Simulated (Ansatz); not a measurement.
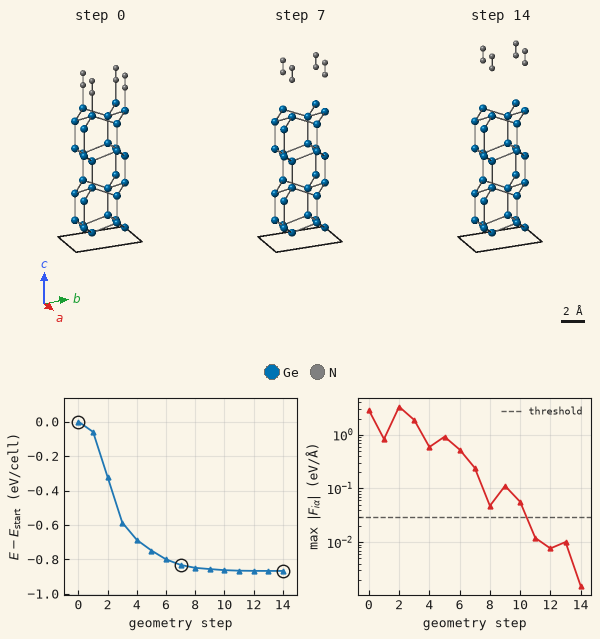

Frames of a constrained relaxation of a slab of composition Ge₄N (cut from the P6_3/mmc phase), marked on the history of the run. A ball-and-stick model of the 2 × 2 repeat of the cell, outlined in the plane, without the vacuum, seen slightly off an axis.

Case: N2 put at a top Ge site. The slab is the (0 0 1) face of Ge with N2 on it. 4 atoms are held fixed.

Theory: DFT PBEsol, scalar-relativistic, plane waves, PAW (Ansatz 0.2.0).

Input file:
```yaml
crystal:
  lattice:
    - [3.9969678639, 0.0, 0.0]
    - [-1.9984839319, 3.4614757082, 0.0]
    - [0.0, 0.0, 30.8245268541]
  atoms:
    - { symbol: Ge, position: [0.3333333333, 0.6666666667, 0.2757544354] }
    - { symbol: Ge, position: [0.6666666667, 0.3333333333, 0.3026803687] }
    - { symbol: Ge, position: [0.6666666667, 0.3333333333, 0.3827530791] }
    - { symbol: Ge, position: [0.3333333333, 0.6666666667, 0.4096790125] }
    - { symbol: Ge, position: [0.3333333333, 0.6666666667, 0.489235255] }
    - { symbol: Ge, position: [0.6666666667, 0.3333333333, 0.5168008872] }
    - { symbol: Ge, position: [0.6666666667, 0.3333333333, 0.5978940628] }
    - { symbol: Ge, position: [0.3333333333, 0.6666666667, 0.6239296009] }
    - { symbol: "N", position: [0.3333333333, 0.6666666667, 0.6927060013] }
    - { symbol: "N", position: [0.3333333333, 0.6666666667, 0.7283918694] }
basis:
  ecutwfc: 420
kpoints:
  mp_grid: { grid: [9, 9, 1] }
hamiltonian:
  xc: pbesol
scf:
  occupations: { method: gaussian, width: 0.1 }
output:
  forces: true
  eigenvalues: true
  write_density: true
  write_potential: true
  elf: true
  volumetric_format: npy
relax:
  adjacent_minimum: "off"
  f_tol: 0.03
  max_steps: 70
  constraints: [{ sites: [0, 1, 2, 3] }]
efield:
  axis: 3
  dipole_correction: true
  ramp_width: 0.04
```

Command:
```bash
ansatz run input.yaml --threads 2 --pin off --max-ram 5120MiB --backend cpu --events-out ev --progress --plain --runs-dir out
```

Question: Describe the path.

Answer: The largest moves, 2.26 Å, are those of N9 and N10. N10 goes along the normal (+c). By element the largest moves are N 2.26 Å, Ge 0.01 Å. The lattice vectors keep their values. Among the contacts that change: Ge8–N9 2.120 → 4.385 Å. Bonds break: Ge8–N9 (2.12 → 4.38 Å). After 14 geometry steps the energy has fallen by 0.867 eV per cell of the calculation. Largest force component: 2.9 eV/Å at the start, 0.0015 eV/Å at the end. From step 0 to 7: N atoms move most (1.18 Å), energy −0.832 eV per cell of the calculation. From step 7 to 14: N atoms move most (1.07 Å), energy −34.9 meV per cell of the calculation.

| step | E − E(0), meV/atom | largest force component, eV/Å |
| --- | --- | --- |
| 0 | 0.00 | 2.8614 |
| 1 | -5.96 | 0.8294 |
| 2 | -32.28 | 3.3180 |
| 3 | -58.60 | 1.8778 |
| 4 | -68.69 | 0.5897 |
| 5 | -74.84 | 0.9191 |
| 6 | -79.99 | 0.5287 |
| 7 | -83.21 | 0.2418 |
| 8 | -84.91 | 0.0475 |
| 9 | -85.61 | 0.1118 |
| 10 | -86.24 | 0.0564 |
| 11 | -86.55 | 0.0121 |
| 12 | -86.66 | 0.0077 |
| 13 | -86.69 | 0.0101 |
| 14 | -86.70 | 0.0015 |

Limits of the set-up: the periodic images lie only 4.0 Å apart, so the values are limited by the cell's size.
